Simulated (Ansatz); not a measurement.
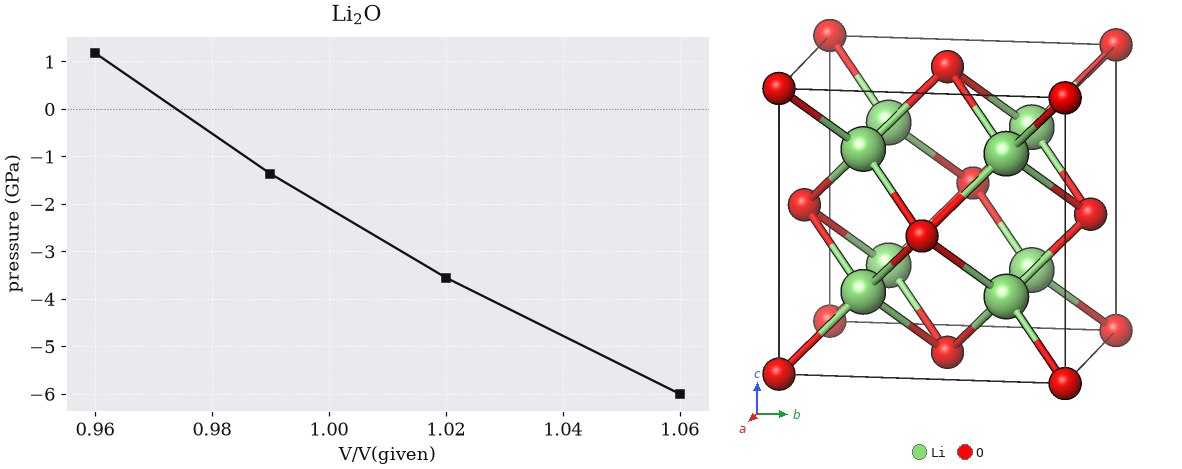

Figure. Pressure against V/V(given) for Li₂O, space group Fm-3m (No. 225). The conventional cell is drawn beside the plot.

V(given) is 8.21 Å³/atom.

The pressure falls from 1.178 GPa at V/V(given) 0.96 to −6.002 GPa at 1.06, and changes sign near 0.97.

Calculation (Ansatz 0.2.0): periodic Kohn-Sham DFT of a crystal at fixed atoms, scaled to the stated factor times the given cell; pressure positive in compression. Level: PBEsol.

- method: all-electron PAW
- relativity: scalar
- k mesh: 9×9×9
- occupations: Fermi–Dirac
- smearing width: 0.03 eV
- nucleus: Gaussian

Cell as given: a = 3.266 Å, b = 3.266 Å, c = 3.266 Å, α = 60.00°, β = 60.00°, γ = 60.00°; 3 atoms.
